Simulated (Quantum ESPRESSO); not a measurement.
**A series of single points on CuO**

System: CuO (Cccm, 4 atoms in the cell).
Method: Kohn-Sham DFT of a periodic cell, PBEsol, GBRV 1.5 PBEsol, no spin polarisation (Quantum ESPRESSO 7.5).

The 7 runs differ only in the geometry, by an even scaling of the cell at fixed fractional positions. The structure derives from a Materials Project entry.

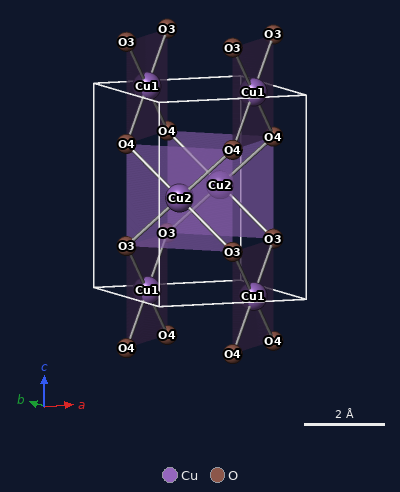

Figure 1. The structure of run 4 (polyhedral view of the cell 2 times as large as that of the calculation, set on its symmetry axes, seen slightly off an axis; polyhedra are completed across the faces of the cell; atoms are numbered from 1 in the order of the input). An atom can appear more than once, as a periodic image.

**The input of run 4**
```
&CONTROL
  calculation = 'scf'
  prefix = 'pwscf'
  outdir = './tmp'
  pseudo_dir = './pseudo'
  tprnfor = .true.
  tstress = .true.
  disk_io = 'low'
/
&SYSTEM
  ibrav = 0
  celldm(1) = 8
  nat = 4
  ntyp = 2
  ecutwfc = 56
  ecutrho = 448
  nbnd = 34
  occupations = 'smearing'
  smearing = 'fd'
  degauss = 0.00367493
/
&ELECTRONS
  conv_thr = 8d-10
  electron_maxstep = 120
  mixing_beta = 0.5
/
ATOMIC_SPECIES
Cu    63.5460 cu_pbesol_v1.2.uspp.F.UPF
O     15.9990 o_pbesol_v1.2.uspp.F.UPF
CELL_PARAMETERS alat
  0.4702980303617  -0.5087024619610   0.0000000000000
  0.4702980303617   0.5087024619610   0.0000000000000
  0.0000000000000   0.0000000000000   1.2179114797862
ATOMIC_POSITIONS crystal
Cu     0.5000000000    0.0000000000    0.0000000000
Cu     0.0000000000    0.5000000000    0.5000000000
O      0.5000000000    0.5000000000    0.2500000000
O      0.5000000000    0.5000000000    0.7500000000
K_POINTS automatic
9 9 5 0 0 0
```

**File pp_density.in of run 4**
```
&INPUTPP
  prefix = 'pwscf'
  outdir = './tmp'
  filplot = 'density.dat'
  plot_num = 0
/
&PLOT
  nfile = 1
  filepp(1) = 'density.dat'
  iflag = 3
  output_format = 6
  fileout = 'density.cube'
/
```

**File pp_potential.in of run 4**
```
&INPUTPP
  prefix = 'pwscf'
  outdir = './tmp'
  filplot = 'potential.dat'
  plot_num = 11
/
&PLOT
  nfile = 1
  filepp(1) = 'potential.dat'
  iflag = 3
  output_format = 6
  fileout = 'potential.cube'
/
```

Command:
```bash
OMP_NUM_THREADS=1 mpirun -n 2 pw.x -nk 2 -in pw.in > pw.out
OMP_NUM_THREADS=1 mpirun -n 1 pp.x -in pp_density.in > pp_density.out
OMP_NUM_THREADS=1 mpirun -n 1 pp.x -in pp_potential.in > pp_potential.out
```

Lattice vectors (Å) and fractional positions of run 4:
```
   1.990968   -2.153550    0.000000
   1.990968    2.153550    0.000000
   0.000000    0.000000    5.155928
Cu  0.500000 -0.000000  0.000000
Cu -0.000000  0.500000  0.500000
O   0.500000  0.500000  0.250000
O   0.500000  0.500000  0.750000
```

Run 5 has the same physical settings and fractional positions; its lattice vectors (Å) are:
```
   2.004154   -2.167812    0.000000
   2.004154    2.167812    0.000000
   0.000000    0.000000    5.190074
```

**Results, with one run withheld**

```tsv
run	volume per atom (Å³)	free energy per atom, from the lowest run given (meV)	pressure (GPa)
1	10.390	4.92	5.14
2	10.611	0.00	1.11
3	10.832	0.31	−2.38
4	11.053	5.25	−5.57
5	11.274	?	?
6	11.496	27.05	−10.84
7	11.717	43.04	−13.08
```

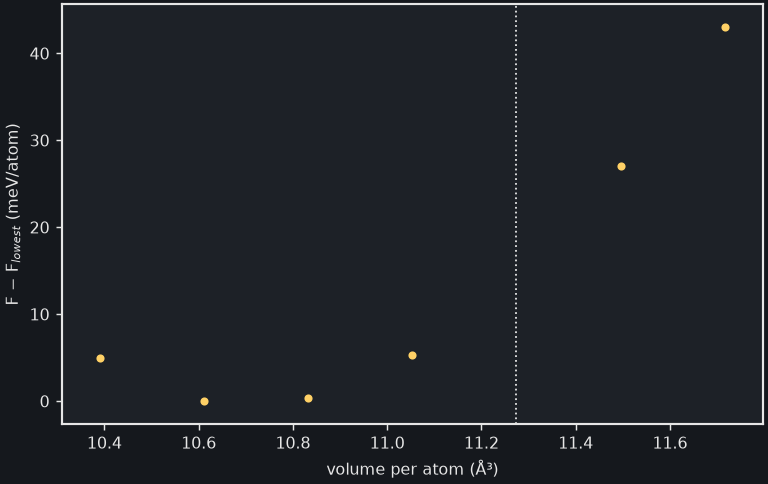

Figure 2. Free energy per atom of the runs given; the dotted line marks run 5.

Fit the runs given and predict run 5.

A cubic polynomial in V^(−2/3) (the Birch–Murnaghan form), fitted to the 6 runs given, misses them by at most 0.01 meV per atom. With x = V^(−2/3) − 0.20218 Å⁻², it reads F = 3.664 − 2241.3 x + 3.0224e+05 x² + 5.2409e+05 x³ (meV per atom). At run 5 it gives 14.29 meV per atom, and the run itself gives 14.32. The slope of the fit gives a pressure −dF/dV of −7.94 GPa there, and the run prints −8.41 GPa. The two needn't agree exactly: the fit is approximate, and the printed stress is taken on a finite basis. The fit has its minimum at 10.707 Å³ per atom, where V d²F/dV² gives 174 GPa. Cell shape and fractional positions are held, so this is the stiffness under even scaling; the relaxed bulk modulus wasn't computed.

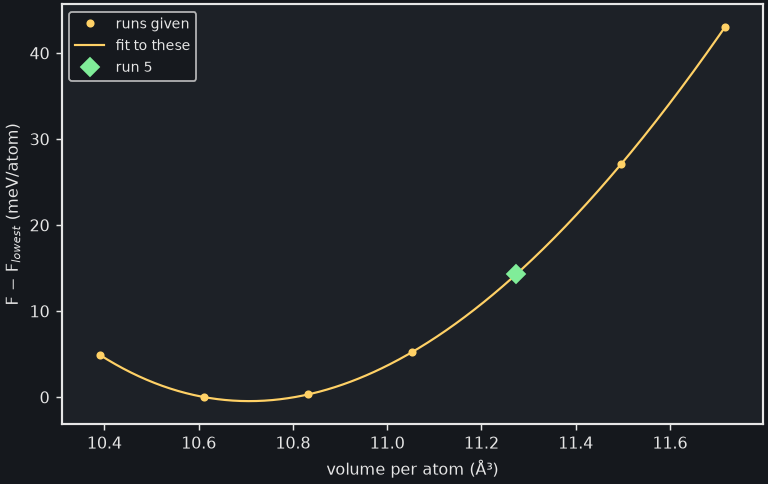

Figure 3. The fit and the withheld run.

**Some lines of the output (run 5)**
```
[...]
     total energy              =    -871.36285407 Ry
     total energy              =    -871.36572783 Ry
     total energy              =    -871.36365507 Ry
     total energy              =    -871.36344798 Ry
     total energy              =    -871.36375588 Ry
     total energy              =    -871.36376956 Ry
     total energy              =    -871.36376959 Ry
     total energy              =    -871.36376961 Ry
     total energy              =    -871.36376962 Ry
     the Fermi energy is    10.0123 ev
!    total energy              =    -871.36376962 Ry
     The total energy is F=E-TS. E is the sum of the following terms:
     Computing stress (Cartesian axis) and pressure
          total   stress  (Ry/bohr**3)                   (kbar)     P=      -84.13
```

Notes: The run has no spin polarisation, so a magnetic state may lie lower.
